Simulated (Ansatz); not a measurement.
System: zincblende GaAs, space group F-43m (No. 216), 2 atoms in the primitive cell, relaxed with r2SCAN; cubic a = 5.666 Å. Starting point: HSE06, Ansatz PAW set, no spin polarisation, no spin-orbit coupling, 6×6×6 k mesh, 420 eV cutoff, fixed occupations (Ansatz). Many-body step: G0W0 with empty bands 249, screening cutoff 180 eV and frequency treatment contour deformation.

In HSE06 the smallest gap over these k points is 1.36 eV, with direct gaps of 1.36 eV at Γ, 2.96 eV at L and 4.96 eV at X.

Q: What does G0W0 give?

A: Over the k points that were corrected, the smallest gap goes from 1.36 eV in HSE06 (direct at Γ) to 1.64 eV in G0W0 (direct at Γ), a change of +0.28 eV (+21 %). Counted from the valence top, the lowest empty level moves by +0.28 eV at Γ, +0.22 eV at L and +0.11 eV at X; over the 8 points that were corrected the shifts run from +0.11 to +0.28 eV: a spread of 0.17 eV on a mean of 0.20 eV, so one scissor shift doesn't describe this level. Only two empty levels a point were corrected, so a higher one could drop under them. The quasiparticle weight (renormalisation factor) lies between 0.76 and 0.81 for the top filled and first empty levels.

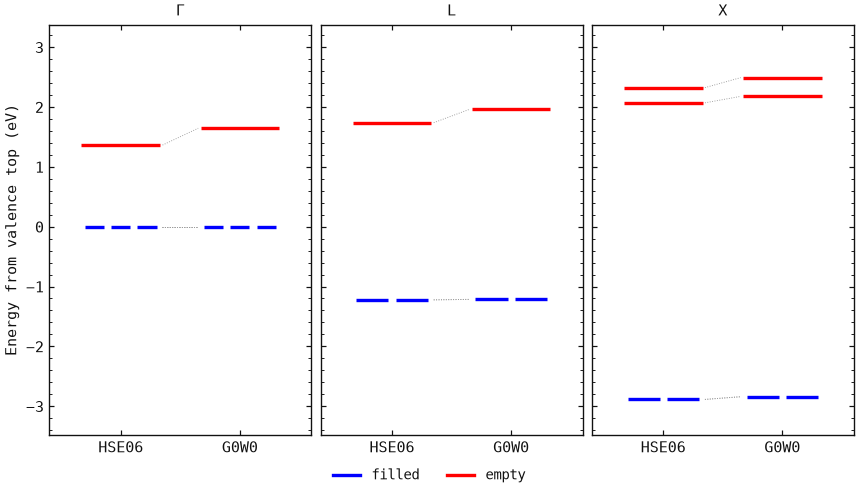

Levels at Γ, L and X in HSE06 and in G0W0, each set counted from its own valence top. Degenerate partners of corrected states are drawn at the same energy.

```csv
k point,HSE06 direct gap (eV),G0W0 direct gap (eV)
Γ,1.36,1.64
L,2.96,3.18
X,4.96,5.02
```

The filled d shell of Ga makes GW gaps converge slowly, so they lie under their value at the basis limit. Spin-orbit coupling is left out, which matters for As. The k mesh is thin for GW. The PAW data sets were made with another functional. Bands, cutoffs and mesh are finite, so these values aren't at the basis limit.
